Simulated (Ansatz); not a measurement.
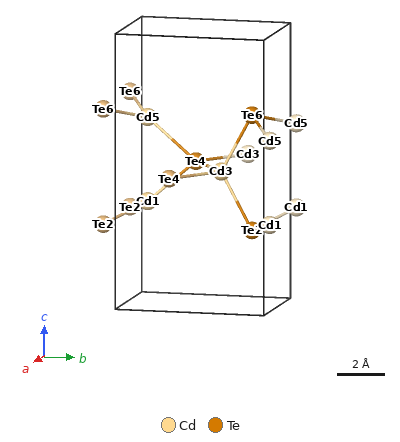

*The input geometry (ball-and-stick view of the cell of the calculation, with the vacuum cut short, seen slightly off an axis; neighbours outside the cell are drawn fainter; atoms are numbered from 1 in the order of the input). An atom can appear more than once, as a periodic image.*

# Single-point calculation, with input and output: CdTe

The run: single-point calculation of CdTe (slab, 6 atoms in the cell). Method and program: DFT, PBE, all-electron LAPW, non-relativistic, no spin polarisation (Ansatz 0.2.0).

It belongs to a series of runs on one base structure; here: no relativity, LAPW. Figures and captions count atoms from 1; the log counts them from 0 in places.

## What the program printed
```
LAPW: plane waves up to 8.164 Å⁻¹, error target 1.0e-3 eV per atom; Cd in spheres of 1.412 Å, 20 of its electrons in bands, Dirac shells []; Te in spheres of 1.388 Å, 24 of its electrons in bands, Dirac shells [] (how accurate: hamiltonian.pseudopotentials.lapw.basis_error, Limitations)
Engine: ansatz 0.2.0, aarch64-unknown-linux-gnu
Pseudopotentials: kind: all_electron
Pseudopotential: Cd, LAPW, valence charge 20, lapw/all_electron/none/Cd, Schrödinger's equation, point nucleus
Pseudopotential: Te, LAPW, valence charge 24, lapw/all_electron/none/Te, Schrödinger's equation, point nucleus
Functional definition: PBE
  parameter kappa = 0.804
  parameter beta = 0.06672455060314922
  exchange = pbe_x(kappa = kappa, mu = beta*pi^2/3)
  correlation = pbe_c(beta = beta)
Crystal: 6 atoms, lattice volume = 639.965 Å³
Basis set: ecut = 253.9427044186609 eV, 5853 PW (Γ), exchange–correlation at level 2
Bands: 80, of which v1, the nominal top of the filled ones, is band 66 counted from 1 (65 counted from 0)
Symmetry: 2 space group operations
Space group: Pm (ITA 6), of the structure as read, at distance tolerance 8.6e-5 Å
k-points: 12 of 24 (time reversal used)
Non-local potential: Cd, projectors of the file, none
Non-local potential: Te, projectors of the file, none
Initial density: superposition of atomic densities (neutral atoms: chi_scale 0, normalization atom)
Initial wavefunctions: plane waves of lowest kinetic energy (no species holds an atomic orbital)
Functional: x = pbe(κ = 0.804, μ = 0.2195149727645171), c = pbe(β = 0.06672455060314922)
iter 1 solved again at ethr=2.40e-3 eV; its pass at ethr=1.00e-1 eV (dr2=3.17e0 eV) is discarded
SCF iter   1: F=—  HF=-986223.592905 eV  |F-HF|=—  |Δ(HF+E_count)|=         —  Δρ=1.28e-2  dr2=3.19e0  ethr=2.40e-3  p=-0.000 e·Å  D=-5.98e-11 V/Å  ΔV_dip=0.00 eV  dr2_dipole=2.47e-8  V_vac-E_F(+/−)=4.73/4.73 eV  ⟨swp⟩=2.2  Hψ=6015  notcnv=0
efield: sawtooth ramp at fractional position 0.9500 (placed from the atoms, in the widest stretch of the axis that holds none; the zero of the levels goes with the place), width 0.1000; the density the first Hamiltonian is built on has a dipole p = -0.000 e·Å; the dipole correction subtracts the counter field D = -9.10e-13 V/Å, which shifts the + side's vacuum level by +0.00 eV against the − side's; the planar-averaged density in the ramp window peaks in size at 2.0e-7 e/Å³
preconditioner: auto → Resta (q_TF=auto, 2.097 Å⁻¹)  ε∞=2.0  [insulator: Δε(μ)=2.415 eV  Ē_g=10.912 eV  σ=0.020 eV  W_gap=1.00  n_scr=106 (ndim 8)  ℏωp=10.8 eV  f_vac=0.651  D(μ)=0.00/eV (n_scr^D=0)  ε∞_Penn≈2.0  vacuum switching on, ρ_ref=8.6e-3 e/Å³]
iter 2 solved again at ethr=2.30e-4 eV; its pass at ethr=2.40e-3 eV (dr2=3.04e-1 eV) is discarded
SCF iter   2: F=—  HF=-986222.583286 eV  |F-HF|=—  |Δ(HF+E_count)|=    1.01e0  Δρ=4.79e-3  dr2=3.03e-1  ethr=2.30e-4  p=-0.000 e·Å  D=-3.20e-5 V/Å  ΔV_dip=0.00 eV  dr2_dipole=1.26e-8  V_vac-E_F(+/−)=4.84/4.84 eV  ⟨swp⟩=2.0  Hψ=5074  notcnv=0
SCF iter   3: F=—  HF=-986222.515710 eV  |F-HF|=—  |Δ(HF+E_count)|=   6.76e-2  Δρ=2.57e-3  dr2=7.88e-2  ethr=2.30e-4  p=-0.000 e·Å  D=-7.46e-6 V/Å  ΔV_dip=0.00 eV  dr2_dipole=9.58e-9  V_vac-E_F(+/−)=4.57/4.57 eV  ⟨swp⟩=3.1  Hψ=3028  notcnv=0
SCF iter   4: F=—  HF=-986222.509300 eV  |F-HF|=—  |Δ(HF+E_count)|=         —  Δρ=7.46e-4  dr2=6.92e-3  ethr=5.97e-5  p=-0.000 e·Å  D=-3.59e-5 V/Å  ΔV_dip=0.00 eV  dr2_dipole=2.06e-8  V_vac-E_F(+/−)=4.57/4.57 eV  ⟨swp⟩=3.0  Hψ=2896  notcnv=0
the basis was enlarged: its passes take 585.0 KiB over the memory plan, 2 of 2 planned eigensolver slots
SCF iter   5: F=—  HF=-986222.509728 eV  |F-HF|=—  |Δ(HF+E_count)|=   4.28e-4  Δρ=1.82e-4  dr2=5.28e-4  ethr=5.24e-6  p=0.000 e·Å  D=5.64e-6 V/Å  ΔV_dip=-0.00 eV  dr2_dipole=4.39e-8  V_vac-E_F(+/−)=4.51/4.51 eV  ⟨swp⟩=3.0  Hψ=2941  notcnv=0
SCF iter   6: F=—  HF=-986222.509712 eV  |F-HF|=—  |Δ(HF+E_count)|=   1.51e-5  Δρ=6.21e-5  dr2=3.55e-5  ethr=4.00e-7  p=-0.000 e·Å  D=-3.88e-5 V/Å  ΔV_dip=0.00 eV  dr2_dipole=2.78e-8  V_vac-E_F(+/−)=4.51/4.51 eV  ⟨swp⟩=3.0  Hψ=2739  notcnv=0
SCF iter   7: F=—  HF=-986222.509742 eV  |F-HF|=—  |Δ(HF+E_count)|=   2.96e-5  Δρ=2.24e-5  dr2=4.74e-6  ethr=2.69e-8  p=0.000 e·Å  D=3.95e-6 V/Å  ΔV_dip=-0.00 eV  dr2_dipole=3.79e-8  V_vac-E_F(+/−)=4.51/4.51 eV  ⟨swp⟩=3.0  Hψ=2754  notcnv=0
SCF iter   8: F=—  HF=-986222.509747 eV  |F-HF|=—  |Δ(HF+E_count)|=   5.11e-6  Δρ=7.64e-6  dr2=5.81e-7  ethr=3.59e-9  p=-0.000 e·Å  D=-4.44e-5 V/Å  ΔV_dip=0.00 eV  dr2_dipole=4.56e-8  V_vac-E_F(+/−)=4.51/4.51 eV  ⟨swp⟩=3.1  Hψ=2776  notcnv=0  defer=1
SCF iter   9: F=—  HF=-986222.509748 eV  |F-HF|=—  |Δ(HF+E_count)|=   8.31e-7  Δρ=2.57e-6  dr2=2.49e-7  ethr=4.40e-10  p=0.000 e·Å  D=1.63e-5 V/Å  ΔV_dip=-0.00 eV  dr2_dipole=8.96e-8  V_vac-E_F(+/−)=4.51/4.51 eV  ⟨swp⟩=3.0  Hψ=2827  notcnv=0
SCF iter  10: F=-986222.509748 eV  HF=-986222.509748 eV  |F-HF|=4.77e-9  |Δ(HF+E_count)|=   1.04e-8  Δρ=1.25e-6  dr2=3.60e-8  ethr=1.89e-10  p=-0.000 e·Å  D=-3.11e-5 V/Å  ΔV_dip=0.00 eV  dr2_dipole=1.02e-8  V_vac-E_F(+/−)=4.51/4.51 eV  ⟨swp⟩=3.0  Hψ=2736  notcnv=0
SCF 1 converged in 10 iterations: F = -986222.509748 eV  dr2 = 3.60e-8
```

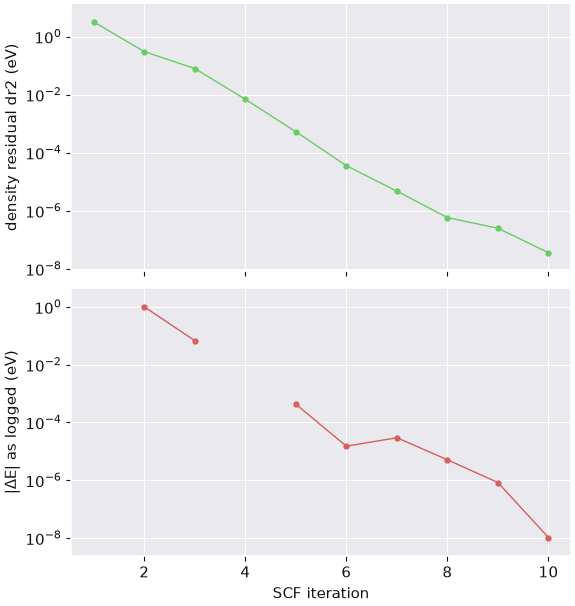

*Convergence of the self-consistent field: density residual dr2 and size of the energy change against the SCF iteration.*

The residual falls at every step.

```
SCF converged after 10 iterations
Free energy (F): -986222.509748 eV
Harris-Foulkes:  -986222.509748 eV  (|F-HF|=4.77e-9)
Internal energy: -986222.509748 eV  (E = F + TS)
E sigma→0 (E₀):  -986222.509748 eV
Fermi energy:    0.062203 eV
Dipole field:    D = -0.000031 V/Å  (p = -0.000110 e·Å, saw-weighted, corrected)
Work function:   Φ+ = 4.5108 eV   Φ− = 4.5102 eV
Levels:          The Fermi level and band energies are counted from a zero that moves with the ramp; work functions are not
--- Per-component energies (eV) ---
  E_band       = -6023.504434
  E_kinetic    = 985835.656653
  E_xc         = -26263.288701
  E_efield     = 0.000000  (sawtooth field / dipole correction)
  E_electrostatic = -1945794.877700  (all electrons and nuclei)
  E_smearing   = -0.000000  (= −TS)
  E_closure    = 0.000000  (closes the sum)
  E_atoms      = -986207.569010  (free atoms, spherical and without spin; not in F)
  Σ components = -986222.509748   (vs F -986222.509748, Δ=0.00e0)
  Basis errors (estimates in eV, not in F): energy 4.9e-4 per atom: plane waves 4.6e-4 (2.7e-4 summed), levels above the bands 1.0e-124, relativity 0.0e0, radial functions 3.9e-5, core shells 2.7e-7; eigenvalues (radial functions only) 9.2e-7; not estimated: angular momenta, meshes, grids; target (lapw.basis_error) 1.0e-3; muffin-tin radii Cd 1.412 Å, Te 1.388 Å
--- Forces (eV/Å), atoms counted from 1 ---
  atom   1  Cd     0.00000000     0.06063886    -0.09159428
  atom   2  Te     0.00000000    -0.06981500    -0.19771338
  atom   3  Cd     0.00000000    -0.06237188     0.00072091
  atom   4  Te     0.00000000     0.08163772    -0.00058905
  atom   5  Cd     0.00000000     0.05998109     0.09232124
  atom   6  Te     0.00000000    -0.07005219     0.19687656
  max |Σ_I F_I| component: 2.20e-5 eV/Å
--- Stress (GPa, compression-positive) ---
        0.286309       0.000000       0.000000
        0.000000       0.282924      -0.000476
        0.000000      -0.000476       0.334615
  P = ⅓ Tr σ = 0.3013 GPa (3.013 kbar)
--- Band table (eV; the first three rows and the last of 12) ---
  k-point 0: bands = ["-147.0505", "-146.6557", "-146.6551", "-106.7718", "-106.7340", "-106.7218", "-106.3754", "-106.3748", "-106.3504", "-106.3498", "-106.3152", "-106.3146", "-94.8813", "-94.8809", "-94.6621", "-62.1388", "-62.1379", "-62.0336", "-62.0330", "-62.0105", "-62.0101", "-61.8658", "-61.8399", "-61.8205", "-38.7108", "-38.7078", "-38.6963", "-38.6598", "-38.6559", "-38.3232", "-38.3226", "-38.3132", "-38.3125", "-38.2889", "-38.2883", "-38.2600", "-38.2594", "-38.2556", "-38.2550", "-10.7197", "-10.3986", "-10.3730", "-9.6849", "-9.6553", "-9.6528", "-9.6302", "-9.5729", "-9.5609", "-9.5559", "-9.5208", "-9.4382", "-9.4343", "-9.3932", "-9.3264", "-9.3204", "-8.7374", "-8.5069", "-4.2405", "-3.0931", "-3.0115", "-2.3338", "-2.2017", "-1.4128", "-1.3529", "-1.3028", "-0.8841", "1.1790", "1.9293", "2.1900", "2.4903", "3.5567", "3.8578", "3.9337", "4.2791", "4.5006", "4.6082", "4.6649", "5.3883", "5.6919", "5.8010"]
  k-point 1: bands = ["-147.0505", "-146.6557", "-146.6551", "-106.7718", "-106.7340", "-106.7218", "-106.3754", "-106.3748", "-106.3504", "-106.3498", "-106.3152", "-106.3146", "-94.8813", "-94.8809", "-94.6621", "-62.1388", "-62.1379", "-62.0336", "-62.0330", "-62.0105", "-62.0101", "-61.8658", "-61.8399", "-61.8205", "-38.7108", "-38.7078", "-38.6964", "-38.6598", "-38.6559", "-38.3232", "-38.3226", "-38.3132", "-38.3125", "-38.2889", "-38.2883", "-38.2600", "-38.2594", "-38.2556", "-38.2550", "-10.7098", "-10.3968", "-10.3739", "-9.6784", "-9.6566", "-9.6407", "-9.6264", "-9.5770", "-9.5720", "-9.5582", "-9.5209", "-9.4386", "-9.4364", "-9.3781", "-9.3250", "-9.2511", "-8.7292", "-8.6484", "-4.3159", "-3.4070", "-2.7628", "-2.0383", "-2.0079", "-1.4522", "-1.4041", "-1.2605", "-1.1158", "1.5132", "1.9253", "1.9438", "2.6279", "3.5357", "3.5594", "4.2996", "4.3591", "4.4728", "4.7292", "4.8772", "5.4833", "5.5691", "5.5751"]
  k-point 2: bands = ["-147.0505", "-146.6557", "-146.6551", "-106.7718", "-106.7340", "-106.7218", "-106.3754", "-106.3748", "-106.3504", "-106.3498", "-106.3152", "-106.3146", "-94.8813", "-94.8809", "-94.6621", "-62.1388", "-62.1379", "-62.0336", "-62.0330", "-62.0105", "-62.0101", "-61.8658", "-61.8399", "-61.8205", "-38.7108", "-38.7078", "-38.6963", "-38.6598", "-38.6559", "-38.3232", "-38.3226", "-38.3132", "-38.3125", "-38.2889", "-38.2883", "-38.2600", "-38.2594", "-38.2556", "-38.2550", "-10.7003", "-10.3947", "-10.3748", "-9.6709", "-9.6579", "-9.6263", "-9.6224", "-9.5847", "-9.5821", "-9.5608", "-9.5210", "-9.4428", "-9.4347", "-9.3730", "-9.3236", "-9.0968", "-8.8648", "-8.7208", "-4.3619", "-3.6121", "-2.5822", "-1.7937", "-1.6293", "-1.5901", "-1.5075", "-1.3953", "-1.1686", "1.5868", "1.7404", "2.1509", "2.8957", "3.4683", "3.5656", "4.1239", "4.3342", "4.5627", "4.9328", "5.0472", "5.1378", "5.2543", "5.7527"]
  k-point 11: bands = ["-147.0505", "-146.6557", "-146.6551", "-106.7718", "-106.7340", "-106.7218", "-106.3754", "-106.3748", "-106.3504", "-106.3498", "-106.3152", "-106.3146", "-94.8813", "-94.8809", "-94.6621", "-62.1388", "-62.1379", "-62.0336", "-62.0330", "-62.0106", "-62.0101", "-61.8659", "-61.8399", "-61.8205", "-38.7107", "-38.7078", "-38.6965", "-38.6595", "-38.6559", "-38.3230", "-38.3223", "-38.3132", "-38.3126", "-38.2891", "-38.2885", "-38.2600", "-38.2594", "-38.2556", "-38.2550", "-10.6612", "-10.4023", "-10.3776", "-9.6869", "-9.6438", "-9.6422", "-9.5996", "-9.5563", "-9.5446", "-9.5315", "-9.5215", "-9.4822", "-9.4075", "-9.3535", "-9.3236", "-8.5813", "-8.4979", "-8.3685", "-4.7774", "-4.2693", "-3.9633", "-2.4584", "-2.4146", "-2.3831", "-2.0500", "-1.3663", "-1.3203", "1.5196", "2.4291", "2.6431", "2.7524", "3.5589", "4.2821", "4.4134", "4.7542", "5.3796", "5.5527", "5.7653", "6.1704", "6.1787", "6.2839"]
```

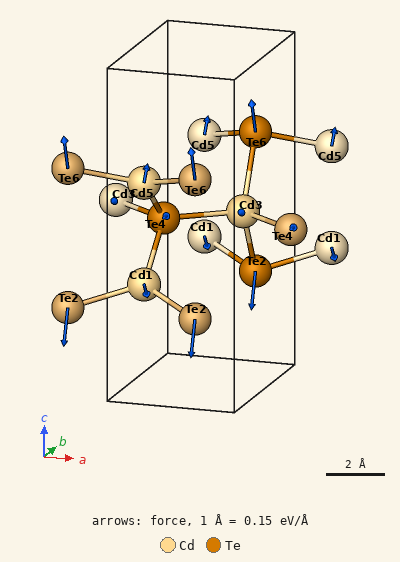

*Forces on the atoms as blue arrows (ball-and-stick view of the cell of the calculation, with the vacuum cut short, seen slightly off an axis; neighbours outside the cell are drawn fainter; atoms are numbered from 1 in the order of the input).*

The largest act on Te2, Te6 (0.21 eV/Å); Cd1, Cd5 (0.11 eV/Å); Te4 (0.08 eV/Å). The geometry is not a stationary point of this energy.

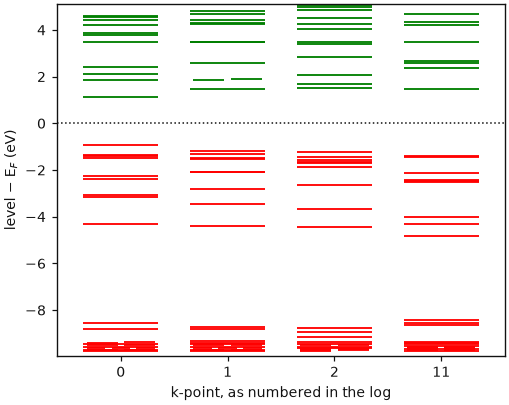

*Kohn–Sham levels near the Fermi level (dotted) at the few k-points that the log prints; levels within 0.02 eV of each other stand side by side.*

Among these points the highest filled and lowest empty levels are 2.06 eV apart; the gap on the full mesh, 1.89 eV, has an edge at a point that isn't printed.

The run was set up as follows.

## The input
```yaml
crystal:
  lattice:
    - [4.6780529383, 0.0, 0.0]
    - [0.0, 6.6157659109, 0.0]
    - [0.0, 0.0, 20.6781]
  atoms:
    - { symbol: Cd, position: [0.25, 0.0847967788, 0.4110102553] }
    - { symbol: Te, position: [0.75, 0.8759841736, 0.378148387] }
    - { symbol: Cd, position: [0.75, 0.6696327061, 0.4999966592] }
    - { symbol: Te, position: [0.25, 0.4087919991, 0.5000028109] }
    - { symbol: Cd, position: [0.25, 0.0848050016, 0.5889874455] }
    - { symbol: Te, position: [0.75, 0.8759893408, 0.6218544422] }
kpoints:
  mp_grid: { grid: [6, 4, 1] }
scf:
  occupations: { method: fermi_dirac, width: 0.02 }
hamiltonian:
  xc: pbe
  pseudopotentials:
    kind: all_electron
    lapw: { basis_error: 0.001 }
    relativity: none
output:
  forces: true
  stress: true
  eigenvalues: true
efield:
  axis: 3
  amplitude: 0
  dipole_correction: true
```

Run as:
```bash
ansatz run input.yaml --threads 2 --pin off --max-ram 4096MiB --backend cpu --events-out ev --progress --plain --runs-dir out
```

## Key numbers

```json
{"quantity": "outcome", "value": "converged"}
{"quantity": "electrons in bands (core shells apart)", "value": "132"}
{"quantity": "free energy", "value": "−986222.5097 eV"}
{"quantity": "Fermi energy", "value": "0.062 eV"}
{"quantity": "gap on the k-point mesh", "value": "1.89 eV"}
{"quantity": "largest force (length of the vector)", "value": "0.210 eV/Å"}
{"quantity": "hardware", "value": "2 threads of Arm Neoverse V1, 24 GiB of memory available, shared host"}
{"quantity": "wall time", "value": "4 min (CPU time 7.9 min)"}
{"quantity": "peak memory", "value": "1.2 GiB"}
```
